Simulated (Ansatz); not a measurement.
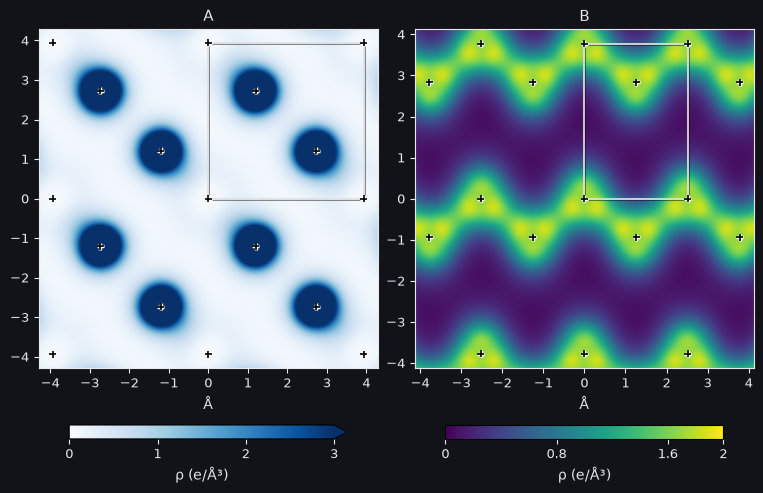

The valence pseudo-density of 2 systems, each on a plane through atoms (crosses mark nuclei in the plane).

Theory: Ansatz, DFT r2SCAN, scalar-relativistic, plane waves, PAW.

System 1: C, the (010) plane of the conventional cell. Space group I4₁/amd; changed on purpose from its base cell (strain +0.0600 x Voigt [0, 0, 1, 0, 0, 0], atoms carried along); computed pressure about −23 GPa in this cell.

```
C
1.0
     1.78014   -1.78014    0.00000
     1.78014    1.78014    0.00000
     0.00000    0.00000    3.77390
C
4
Direct
  0.50000 0.50000 0.00000
  0.00000 0.00000 0.50000
  0.50000 0.00000 0.25000
  0.00000 0.50000 0.75000
```

System 2: SiO2, the (001) plane of the conventional cell. Space group P4₂/mnm; a structure from a database of computed crystals, not necessarily the ambient phase; not relaxed (largest force 1.1 eV/Å).

```cif
data_structure
_symmetry_space_group_name_H-M 'P 1'
_symmetry_Int_Tables_number 1
_cell_length_a 3.9386
_cell_length_b 3.9386
_cell_length_c 3.0137
_cell_angle_alpha 90.000
_cell_angle_beta 90.000
_cell_angle_gamma 90.000
_cell_volume 46.75
loop_
_atom_site_label
_atom_site_type_symbol
_atom_site_fract_x
_atom_site_fract_y
_atom_site_fract_z
_atom_site_occupancy
Si1 Si 0.50000 0.50000 0.50000 1
Si2 Si 0.00000 0.00000 0.00000 1
O1 O 0.69389 0.69389 0.00000 1
O2 O 0.19389 0.80611 0.50000 1
O3 O 0.30611 0.30611 0.00000 1
O4 O 0.80611 0.19389 0.50000 1
```

Q: Match each panel to its system.

A: Panel A is system 2, SiO2: the plane holds Si and O. Si–O (1.71 Å): the density is about 1.1 e/Å³ at the midpoint. Panel B is system 1, C: the plane holds C. C–C (1.57 Å): ρ is about 1.6 e/Å³ halfway.
